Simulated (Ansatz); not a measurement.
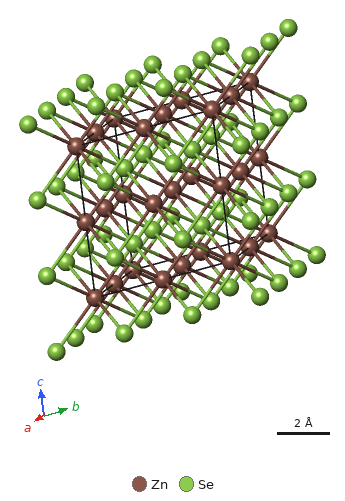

Starting frame of a dynamics run of a 16-atom cell of ZnSe (built on the rocksalt type). Style: ball-and-stick. Shown: the reduced simulation cell, slightly off an axis. Bonds to atoms that aren't drawn are left out. Lengths and directions refer to the drawn axes.

Theory: Ansatz, DFT, PBEsol, plane waves, PAW.

Input file:
```yaml
crystal:
  lattice:
    - [0.0, 5.317515581, 5.317515581]
    - [5.317515581, 0.0, 5.317515581]
    - [5.317515581, 5.317515581, 0.0]
  atoms:
    - { symbol: Zn, position: [0.0, 0.0, 0.0] }
    - { symbol: Se, position: [0.25, 0.25, 0.25] }
    - { symbol: Zn, position: [0.0, 0.0, 0.5] }
    - { symbol: Se, position: [0.25, 0.25, 0.75] }
    - { symbol: Zn, position: [0.0, 0.5, 0.0] }
    - { symbol: Se, position: [0.25, 0.75, 0.25] }
    - { symbol: Zn, position: [0.0, 0.5, 0.5] }
    - { symbol: Se, position: [0.25, 0.75, 0.75] }
    - { symbol: Zn, position: [0.5, 0.0, 0.0] }
    - { symbol: Se, position: [0.75, 0.25, 0.25] }
    - { symbol: Zn, position: [0.5, 0.0, 0.5] }
    - { symbol: Se, position: [0.75, 0.25, 0.75] }
    - { symbol: Zn, position: [0.5, 0.5, 0.0] }
    - { symbol: Se, position: [0.75, 0.75, 0.25] }
    - { symbol: Zn, position: [0.5, 0.5, 0.5] }
    - { symbol: Se, position: [0.75, 0.75, 0.75] }
kpoints:
  mp_grid: { grid: [2, 2, 2] }
hamiltonian:
  xc: pbesol
scf:
  occupations: { method: fermi_dirac, width: 0.069 }
md:
  ensemble: nvt_langevin
  temperature: 800
  timestep: 3.0
  n_steps: 40
  initial_velocities: maxwell_boltzmann
  seed: 2252
```

Command:
```bash
ansatz run input.yaml --threads 4 --pin off --max-ram 3686MiB --backend cpu --events-out ev --progress --plain --runs-dir out
```

> What does the trajectory do?

The mean temperature in the second half is 846 K (standard deviation 61 K). The potential energy in the second half lies on average 66.8 meV per atom above the first frame. In the second half of the run the atoms are, in the root-mean-square, this far from where they began (common drift taken out): Zn 0.35 Å, Se 0.31 Å. The run lasts only 120 fs, too short to tell vibration from diffusion.

Along the run (each row but the first and the last is the mean over the interval that it begins):

```csv
time (fs),potential energy (meV/atom),T (K)
0.0,0.0,750
15.0,21.1,807
30.0,47.0,712
45.0,62.5,769
60.0,64.2,908
75.0,65.0,783
90.0,65.6,826
105.0,70.5,882
120.0,75.5,769
```

The paths of the atoms:

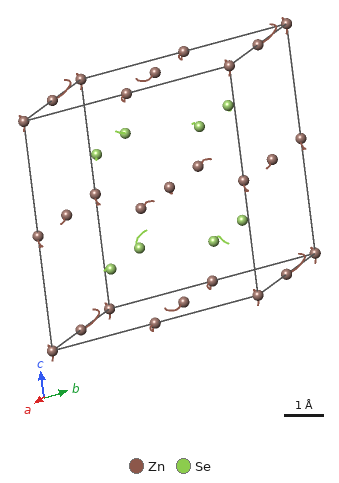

Cost: 6.3 min on 4 threads of Arm Neoverse N1 (shared host), peak memory 1.4 GiB.
